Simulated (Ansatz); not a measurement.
**Run report: Ni₂Si, geometry relaxation (part 1 of 2)**

Ni₂Si (Pnma, 12 atoms in the cell), computed with DFT PBE, scalar-relativistic, plane waves, PAW, no spin polarisation (Ansatz 0.2.0).

The structure derives from an entry of the Crystallography Open Database. Figures and captions count atoms from 1; the log counts them from 0 in places.

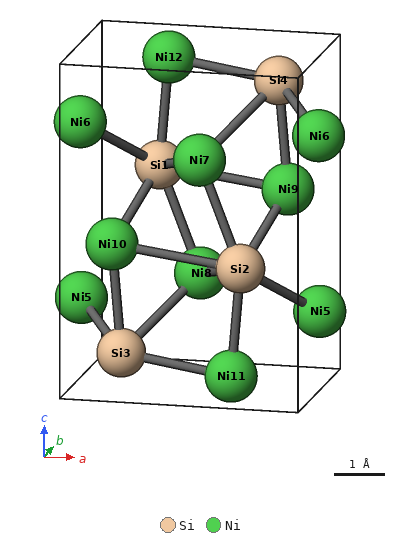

**Figure 1.** The starting structure (ball-and-stick view of the cell of the calculation, seen slightly off an axis; atoms are numbered from 1 in the order of the input). An atom can appear more than once, as a periodic image.

The input
```yaml
crystal:
  lattice:
    - [4.99, 0.0, 0.0]
    - [0.0, 3.72, 0.0]
    - [0.0, 0.0, 7.03]
  atoms:
    - { symbol: Si, position: [0.286, 0.75, 0.614] }
    - { symbol: Si, position: [0.714, 0.25, 0.386] }
    - { symbol: Si, position: [0.214, 0.25, 0.114] }
    - { symbol: Si, position: [0.786, 0.75, 0.886] }
    - { symbol: Ni, position: [0.958, 0.75, 0.203] }
    - { symbol: Ni, position: [0.042, 0.25, 0.797] }
    - { symbol: Ni, position: [0.542, 0.25, 0.703] }
    - { symbol: Ni, position: [0.458, 0.75, 0.297] }
    - { symbol: Ni, position: [0.825, 0.75, 0.563] }
    - { symbol: Ni, position: [0.175, 0.25, 0.437] }
    - { symbol: Ni, position: [0.675, 0.25, 0.063] }
    - { symbol: Ni, position: [0.325, 0.75, 0.937] }
basis:
  ecutwfc: 420
kpoints:
  mp_grid: { grid: [8, 10, 6] }
hamiltonian:
  xc: pbe
scf:
  occupations: { method: gaussian, width: 0.1 }
output:
  forces: true
  stress: true
  eigenvalues: true
  write_density: true
  write_potential: true
  elf: true
  volumetric_format: npy
relax:
  adjacent_minimum: "off"
  f_tol: 0.005
  max_steps: 80
  cell: { stress_tol: 0.05 }
```

Run on 2 threads of Intel Xeon @ 2.50GHz (Skylake/Cascade Lake), 189 GiB of memory available, shared host.

Run as:
```bash
ansatz run input.yaml --threads 2 --pin off --max-ram 5120MiB --backend cpu --events-out ev --progress --plain --runs-dir out
```

The program's output
```
Engine: ansatz 0.2.0, x86_64-unknown-linux-gnu
Pseudopotentials: kind: paw
Pseudopotential: Si, paw, valence charge 4, recommended cutoff 420 eV (normal), Si.paw.azcp
Pseudopotential: Ni, paw, valence charge 18, recommended cutoff 420 eV (normal), Ni.paw.azcp
Functional definition: PBE
  parameter kappa = 0.804
  parameter beta = 0.06672455060314922
  exchange = pbe_x(kappa = kappa, mu = beta*pi^2/3)
  correlation = pbe_c(beta = beta)
Crystal: 12 atoms, lattice volume = 130.496 Å³
Basis set: ecut = 420 eV, 2559 PW (Γ), exchange–correlation on 72×50×96 points (8 copies of the dense FFT grid, shifted against one another)
Bands: 96, of which v1, the nominal top of the filled ones, is band 80 counted from 1 (79 counted from 0)
Symmetry: 8 space group operations
Space group: Pnma (ITA 62), of the structure as read, at distance tolerance 5.1e-5 Å
k-points: 120 of 480
Non-local potential: Si, projectors of the file, l = 0: 2, l = 1: 2, l = 2: 2
Non-local potential: Ni, projectors of the file, l = 0: 3, l = 1: 2, l = 2: 3, l = 3: 1
PAW form: soft (Blöchl's): semilocal exchange-correlation on the pseudo side does not see the compensation charge
PAW one-centre angular grid: Si, 110 points (default); XC on 64 Gauss nodes
PAW one-centre angular grid: Ni, 590 points (default); XC on 64 Gauss nodes
Initial density: superposition of atomic densities (neutral atoms: chi_scale 0, normalization atom), corrected by the library's trained network
Initial wavefunctions: pseudopotential atomic-orbital guess
Functional: x = pbe(κ = 0.804, μ = 0.2195149727645171), c = pbe(β = 0.06672455060314922)
SCF iter   1: F=—  HF=-49267.544668 eV  |F-HF|=—  |Δ(HF+E_count)|=         —  Δρ=9.75e-3  dr2=8.08e-2  ethr=1.77e-3  ⟨swp⟩=5.1  Hψ=40578  notcnv=0  defer=67
preconditioner: auto → Kerker (q_TF=auto, 2.823 Å⁻¹)  [metal: Δε(μ)=0.006 eV  Ē_g=7.277 eV  σ=0.100 eV  W_gap=0.04  n_scr=52 (ndim 8)  ℏωp=31.8 eV  f_vac=0.000  D(μ)=5.84/eV (n_scr^D=52)]
SCF iter   2: F=—  HF=-49267.538359 eV  |F-HF|=—  |Δ(HF+E_count)|=   6.31e-3  Δρ=3.60e-3  dr2=1.19e-2  ethr=5.05e-5  ⟨swp⟩=2.0  Hψ=14244  notcnv=0  defer=270
SCF iter   3: F=—  HF=-49267.537696 eV  |F-HF|=—  |Δ(HF+E_count)|=   6.63e-4  Δρ=8.11e-4  dr2=9.54e-4  ethr=7.43e-6  ⟨swp⟩=1.3  Hψ=10626  notcnv=0  defer=270
SCF iter   4: F=—  HF=-49267.537688 eV  |F-HF|=—  |Δ(HF+E_count)|=   7.96e-6  Δρ=2.38e-4  dr2=5.77e-5  ethr=5.96e-7  ⟨swp⟩=2.5  Hψ=17127  notcnv=0  defer=270
SCF iter   5: F=—  HF=-49267.537568 eV  |F-HF|=—  |Δ(HF+E_count)|=   1.20e-4  Δρ=1.60e-4  dr2=2.12e-5  ethr=3.60e-8  ⟨swp⟩=2.0  Hψ=17785  notcnv=0  defer=270
SCF iter   6: F=—  HF=-49267.537564 eV  |F-HF|=—  |Δ(HF+E_count)|=   4.07e-6  Δρ=5.28e-5  dr2=2.74e-6  ethr=1.32e-8  ⟨swp⟩=2.0  Hψ=15440  notcnv=0  defer=270
SCF iter   7: F=—  HF=-49267.537564 eV  |F-HF|=—  |Δ(HF+E_count)|=   1.92e-7  Δρ=1.36e-5  dr2=2.89e-7  ethr=1.71e-9  ⟨swp⟩=2.4  Hψ=18075  notcnv=0  defer=270
SCF iter   8: F=-49267.537564 eV  HF=-49267.537564 eV  |F-HF|=6.18e-9  |Δ(HF+E_count)|=   5.13e-8  Δρ=2.37e-6  dr2=6.37e-9  ethr=6.25e-11  ⟨swp⟩=12.4  Hψ=83188  notcnv=0
SCF 1 converged in 8 iterations: F = -49267.537564 eV  dr2 = 6.37e-9
  greatest PAW one-centre occupation: 1.001 electrons in one spin orbital (limit 2), on the Ni atom at site 7 (counted from 0), in its partial waves of l = 1
relax step   1: F+E_penalty+E_count = -49267.53756389 eV  Δ(F+E_penalty+E_count) = +0.000e0 eV  max|allowed force component| = 2.736e-1 eV/Å  Δτ_max = 0.0000 Å  P = +3.399 GPa  Ω = 130.496 Å³  (8 SCF iters, dr2 threshold 1.00e-7 eV, accepted)
Crystal: 12 atoms, lattice volume = 131.570 Å³
Basis set: ecut = 420 eV, 2575 PW (Γ), exchange–correlation on 72×50×96 points (8 copies of the dense FFT grid, shifted against one another)
Initial density: handed on by an earlier stage of this run
Initial wavefunctions: those handed on with the density
iter 1 solved again at ethr=4.49e-6 eV; its pass at ethr=3.10e-3 eV (dr2=7.18e-3 eV) is discarded
SCF iter   1: F=—  HF=-49267.572090 eV  |F-HF|=—  |Δ(HF+E_count)|=         —  Δρ=1.85e-3  dr2=6.32e-3  ethr=4.49e-6  ⟨swp⟩=2.0  Hψ=47629  notcnv=0
preconditioner: auto → Kerker (q_TF=auto, 2.819 Å⁻¹)  [metal: Δε(μ)=0.008 eV  Ē_g=7.220 eV  σ=0.100 eV  W_gap=0.04  n_scr=52 (ndim 8)  ℏωp=31.7 eV  f_vac=0.000  D(μ)=6.10/eV (n_scr^D=52)]
SCF iter   2: F=—  HF=-49267.570983 eV  |F-HF|=—  |Δ(HF+E_count)|=   1.11e-3  Δρ=9.61e-4  dr2=2.49e-3  ethr=3.95e-6  ⟨swp⟩=1.0  Hψ=11520  notcnv=0
SCF iter   3: F=—  HF=-49267.570252 eV  |F-HF|=—  |Δ(HF+E_count)|=   7.31e-4  Δρ=2.68e-4  dr2=1.43e-4  ethr=1.56e-6  ⟨swp⟩=2.1  Hψ=16710  notcnv=0
SCF iter   4: F=—  HF=-49267.570139 eV  |F-HF|=—  |Δ(HF+E_count)|=   1.13e-4  Δρ=1.38e-4  dr2=1.83e-5  ethr=8.96e-8  ⟨swp⟩=2.0  Hψ=17052  notcnv=0
iter 5 did not close the SCF: its close was put off for the readings that it lacked (scf_convergence_deferred on its scf_iter line)
SCF iter   5: F=-49267.570135 eV  HF=-49267.570135 eV  |F-HF|=5.72e-7  |Δ(HF+E_count)|=   3.40e-6  Δρ=2.59e-5  dr2=9.70e-7  ethr=1.15e-8  ⟨swp⟩=2.5  Hψ=16415  notcnv=0
SCF iter   6: F=-49267.570135 eV  HF=-49267.570135 eV  |F-HF|=7.38e-8  |Δ(HF+E_count)|=   8.98e-8  Δρ=1.01e-5  dr2=1.02e-7  ethr=6.06e-10  ⟨swp⟩=6.9  Hψ=81063  notcnv=0
SCF 2 converged in 6 iterations: F = -49267.570135 eV  dr2 = 1.02e-7
relax step   2: F+E_penalty+E_count = -49267.57013524 eV  Δ(F+E_penalty+E_count) = -3.257e-2 eV  max|allowed force component| = 1.721e-1 eV/Å  Δτ_max = 0.0122 Å  P = +1.571 GPa  Ω = 131.570 Å³  energy of the carried Pulay correction = -3.711e-4 eV  (6 SCF iters, dr2 threshold 1.20e-6 eV, accepted)
Crystal: 12 atoms, lattice volume = 132.541 Å³
Basis set: ecut = 420 eV, 2607 PW (Γ), exchange–correlation on 72×50×96 points (8 copies of the dense FFT grid, shifted against one another)
iter 1 solved again at ethr=9.11e-6 eV; its pass at ethr=3.10e-3 eV (dr2=1.46e-2 eV) is discarded
SCF iter   1: F=—  HF=-49267.589001 eV  |F-HF|=—  |Δ(HF+E_count)|=         —  Δρ=2.42e-3  dr2=1.29e-2  ethr=9.11e-6  ⟨swp⟩=2.3  Hψ=47342  notcnv=0
preconditioner: auto → Kerker (q_TF=auto, 2.815 Å⁻¹)  [metal: Δε(μ)=0.013 eV  Ē_g=7.166 eV  σ=0.100 eV  W_gap=0.07  n_scr=52 (ndim 8)  ℏωp=31.6 eV  f_vac=0.000  D(μ)=6.17/eV (n_scr^D=52)]
SCF iter   2: F=—  HF=-49267.586693 eV  |F-HF|=—  |Δ(HF+E_count)|=   2.31e-3  Δρ=1.38e-3  dr2=5.55e-3  ethr=8.07e-6  ⟨swp⟩=1.0  Hψ=11520  notcnv=0
SCF iter   3: F=—  HF=-49267.585004 eV  |F-HF|=—  |Δ(HF+E_count)|=   1.69e-3  Δρ=3.47e-4  dr2=1.94e-4  ethr=3.47e-6  ⟨swp⟩=2.1  Hψ=16913  notcnv=0
SCF iter   4: F=—  HF=-49267.584880 eV  |F-HF|=—  |Δ(HF+E_count)|=   1.23e-4  Δρ=1.78e-4  dr2=2.99e-5  ethr=1.21e-7  ⟨swp⟩=2.0  Hψ=18048  notcnv=0
SCF iter   5: F=—  HF=-49267.584875 eV  |F-HF|=—  |Δ(HF+E_count)|=   5.47e-6  Δρ=3.38e-5  dr2=1.82e-6  ethr=1.87e-8  ⟨swp⟩=2.7  Hψ=19321  notcnv=0
SCF iter   6: F=-49267.584874 eV  HF=-49267.584875 eV  |F-HF|=1.42e-7  |Δ(HF+E_count)|=   2.15e-7  Δρ=1.40e-5  dr2=2.06e-7  ethr=7.50e-10  ⟨swp⟩=10.0  Hψ=89164  notcnv=0
SCF 3 converged in 6 iterations: F = -49267.584874 eV  dr2 = 2.06e-7
  greatest PAW one-centre occupation: 1.001 electrons in one spin orbital (limit 2), on the Ni atom at site 5 (counted from 0), in its partial waves of l = 1
relax step   3: F+E_penalty+E_count = -49267.58487440 eV  Δ(F+E_penalty+E_count) = -1.474e-2 eV  max|allowed force component| = 2.020e-2 eV/Å  Δτ_max = 0.0184 Å  P = +0.002 GPa  Ω = 132.541 Å³  energy of the carried Pulay correction = -7.042e-4 eV  (6 SCF iters, dr2 threshold 1.20e-6 eV, accepted)
Crystal: 12 atoms, lattice volume = 132.557 Å³
iter 1 solved again at ethr=2.00e-7 eV; its pass at ethr=3.10e-3 eV (dr2=3.20e-4 eV) is discarded
SCF iter   1: F=—  HF=-49267.585330 eV  |F-HF|=—  |Δ(HF+E_count)|=         —  Δρ=4.47e-4  dr2=3.20e-4  ethr=2.00e-7  ⟨swp⟩=2.0  Hψ=44782  notcnv=0
preconditioner: auto → Kerker (q_TF=auto, 2.815 Å⁻¹)  [metal: Δε(μ)=0.015 eV  Ē_g=7.163 eV  σ=0.100 eV  W_gap=0.08  n_scr=52 (ndim 8)  ℏωp=31.6 eV  f_vac=0.000  D(μ)=6.16/eV (n_scr^D=52)]
SCF iter   2: F=—  HF=-49267.585280 eV  |F-HF|=—  |Δ(HF+E_count)|=   5.04e-5  Δρ=2.65e-4  dr2=1.36e-4  ethr=2.00e-7  ⟨swp⟩=1.0  Hψ=11520  notcnv=0
SCF iter   3: F=—  HF=-49267.585148 eV  |F-HF|=—  |Δ(HF+E_count)|=   1.32e-4  Δρ=4.83e-5  dr2=3.98e-6  ethr=8.49e-8  ⟨swp⟩=2.0  Hψ=16352  notcnv=0
SCF iter   4: F=—  HF=-49267.585147 eV  |F-HF|=—  |Δ(HF+E_count)|=   1.03e-6  Δρ=2.45e-5  dr2=5.24e-7  ethr=2.49e-9  ⟨swp⟩=2.0  Hψ=17555  notcnv=0
iter 5 did not close the SCF: its close was put off for the readings that it lacked (scf_convergence_deferred on its scf_iter line)
SCF iter   5: F=-49267.585147 eV  HF=-49267.585147 eV  |F-HF|=1.75e-8  |Δ(HF+E_count)|=   9.78e-8  Δρ=6.13e-6  dr2=3.42e-8  ethr=3.27e-10  ⟨swp⟩=2.1  Hψ=20607  notcnv=0
SCF iter   6: F=-49267.585147 eV  HF=-49267.585147 eV  |F-HF|=3.78e-9  |Δ(HF+E_count)|=   4.87e-9  Δρ=1.72e-6  dr2=5.44e-9  ethr=2.13e-11  ⟨swp⟩=5.6  Hψ=71708  notcnv=0
SCF 4 converged in 6 iterations: F = -49267.585147 eV  dr2 = 5.44e-9
relax step   4: F+E_penalty+E_count = -49267.58514669 eV  Δ(F+E_penalty+E_count) = -2.723e-4 eV  max|allowed force component| = 2.452e-3 eV/Å  Δτ_max = 0.0031 Å  P = +0.013 GPa  Ω = 132.557 Å³  energy of the carried Pulay correction = -7.098e-4 eV  (6 SCF iters, dr2 threshold 1.50e-7 eV, accepted)
Initial wavefunctions: pseudopotential atomic-orbital guess (no wavefunctions were taken with the density)
iter 1 solved again at ethr=3.48e-7 eV; its pass at ethr=3.10e-3 eV (dr2=5.57e-4 eV) is discarded
SCF iter   1: F=—  HF=-49267.585383 eV  |F-HF|=—  |Δ(HF+E_count)|=         —  Δρ=4.52e-4  dr2=5.64e-6  ethr=3.48e-7  ⟨swp⟩=3.1  Hψ=70022  notcnv=0
preconditioner: auto → Kerker (q_TF=auto, 2.815 Å⁻¹)  [metal: Δε(μ)=0.015 eV  Ē_g=7.163 eV  σ=0.100 eV  W_gap=0.08  n_scr=52 (ndim 8)  ℏωp=31.6 eV  f_vac=0.000  D(μ)=6.15/eV (n_scr^D=52)]
SCF iter   2: F=—  HF=-49267.585688 eV  |F-HF|=—  |Δ(HF+E_count)|=   3.06e-4  Δρ=2.30e-4  dr2=1.59e-6  ethr=3.53e-9  ⟨swp⟩=1.5  Hψ=12079  notcnv=0
SCF iter   3: F=—  HF=-49267.585823 eV  |F-HF|=—  |Δ(HF+E_count)|=   1.35e-4  Δρ=1.15e-5  dr2=4.03e-8  ethr=9.96e-10  ⟨swp⟩=1.0  Hψ=11522  notcnv=0
SCF iter   4: F=—  HF=-49267.585824 eV  |F-HF|=—  |Δ(HF+E_count)|=   1.54e-7  Δρ=8.67e-7  dr2=3.53e-10  ethr=2.52e-11  ⟨swp⟩=2.0  Hψ=20824  notcnv=0
SCF iter   5: F=—  HF=-49267.585824 eV  |F-HF|=—  |Δ(HF+E_count)|=  9.60e-10  Δρ=7.95e-7  dr2=4.34e-10  ethr=1.00e-12  ⟨swp⟩=2.0  Hψ=17849  notcnv=0
SCF iter   6: F=-49267.585824 eV  HF=-49267.585824 eV  |F-HF|=7.28e-11  |Δ(HF+E_count)|=  1.53e-10  Δρ=2.64e-7  dr2=6.26e-11  ethr=1.00e-12  ⟨swp⟩=4.8  Hψ=56095  notcnv=0
SCF 5 converged in 6 iterations: F = -49267.585824 eV  dr2 = 6.26e-11
relax step   5: F+E_penalty+E_count = -49267.58582360 eV  Δ(F+E_penalty+E_count) = -6.769e-4 eV  max|allowed force component| = 2.466e-3 eV/Å  Δτ_max = 0.0000 Å  P = +0.010 GPa  Ω = 132.557 Å³  stress off target by 2.97e-2 GPa  SCF on the basis re-selected at this cell (its energy is not comparable with the rows above)  (6 SCF iters)
```

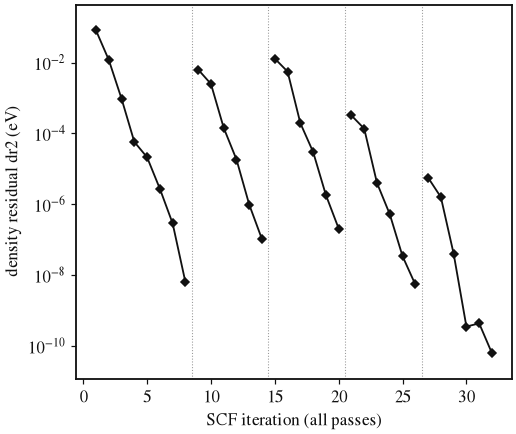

**Figure 2.** Convergence of the self-consistent field: density residual dr2 against the SCF iteration. The dotted lines part the SCF passes of the relaxation: geometry steps, rejected trials and re-solves on a re-selected basis. The 5 passes take 6 to 8 iterations each, 32 in all.

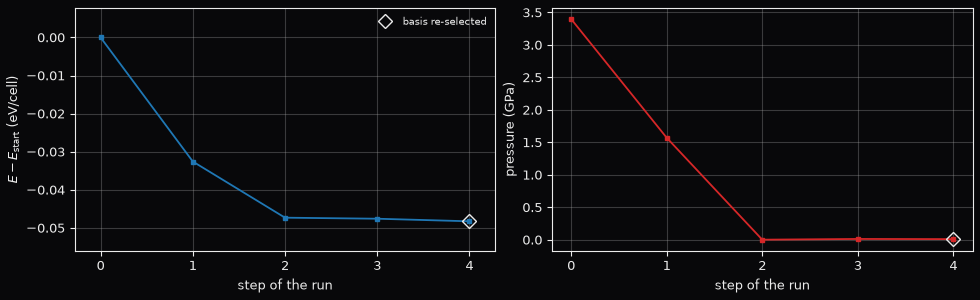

**Figure 3.** Progress of the relaxation, step by step (the first geometry is step 0 here and step 1 in the log).

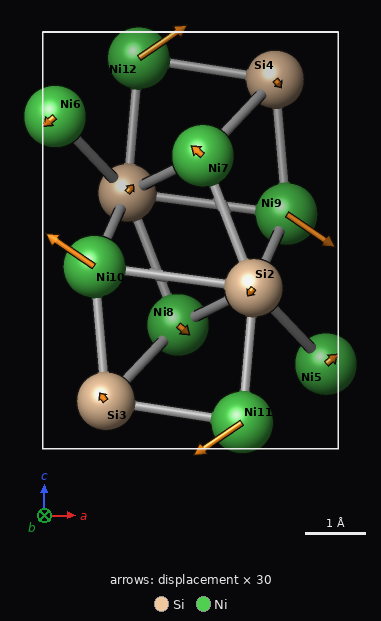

**Figure 4.** The starting structure with the displacements (without the part carried along by the change of the cell) as orange arrows, magnified 30 times (ball-and-stick view of the cell of the calculation, along the b axis). After 3 geometry steps the energy has fallen by 47.6 meV per cell of the calculation. The largest force component goes from 0.27 to 0.0025 eV/Å. Pressure: 3.40 GPa at the start and 0.01 GPa at the end. The largest moves relative to the cell, 0.034 Å, are those of Ni9, Ni10, Ni11 and Ni12. By element the largest moves are Ni 0.034 Å, Si 0.006 Å. The volume changes by +1.6 %, with a 4.990 → 5.022 Å (+0.6 %), b 3.720 → 3.730 Å (+0.3 %), c 7.030 → 7.077 Å (+0.7 %). Distances before and after: Si1–Ni9 2.713 → 2.758 Å, Si1–Ni12 2.279 → 2.310 Å, Si1–Ni8 2.388 → 2.415 Å, Si1–Ni6 2.568 → 2.580 Å. The space group stays Pnma (No. 62). A last SCF at the same geometry on a re-selected plane-wave basis shifts the energy by −0.7 meV per cell of the calculation. (Atoms are counted from 1 in the order of the input.)

```
basis re-selected at this cell: Δ(F+E_penalty+E_count) = -6.769e-4 eV, ΔP = -0.002 GPa vs the last step (what re-selecting the basis moved, of the pressure what is left beyond the Pulay correction that the steps carried, after the strain that the cell walked since its last selection, with what the two solves' SCF thresholds leave and, on support functions, any second-order correction that the steps lacked; it is no measure of the basis error at this ecutwfc). This SCF's stress stands 2.97e-2 GPa from its target on what of the cell is left free (relax.cell.stress_tol is 5.00e-2 GPa) and its largest allowed force component is 2.47e-3 eV/Å (relax.f_tol is 5.00e-3 eV/Å): within both
SCF converged after 6 iterations
Free energy (F): -49267.585824 eV
Harris-Foulkes:  -49267.585824 eV  (|F-HF|=7.28e-11)
Internal energy: -49267.555061 eV  (E = F + TS)
E sigma→0 (E₀):  -49267.570442 eV
Entropy (-TS):   -0.030762 eV (-2.564 meV/atom)
Fermi energy:    16.982104 eV
--- Per-component energies (eV) ---
  E_band       = -2329.511856
  E_kinetic    = 2455.056623
  E_local      = -31870.814222  (includes V_loc(G=0)·N_el)
  E_nonlocal   = 5197.422037
  E_hartree    = 13606.509398
  E_xc         = -910.755417
  E_vxc        = -1077.736238  (∫ρ·V_xc dr)
  E_paw        = -15106.923651  (= ΣΔE_a)
  E_vpaw       = -4246.464215  (= ΣTr[D̂ρ^β])
  E_aug_tail   = 0.004191  (compensation charges beyond the density's cutoff)
  E_ewald      = -22638.054020
  E_smearing   = -0.030762  (= −TS)
  E_closure    = -0.000000  (closes the sum)
  Σ components = -49267.585824   (vs F -49267.585824, Δ=0.00e0)
```
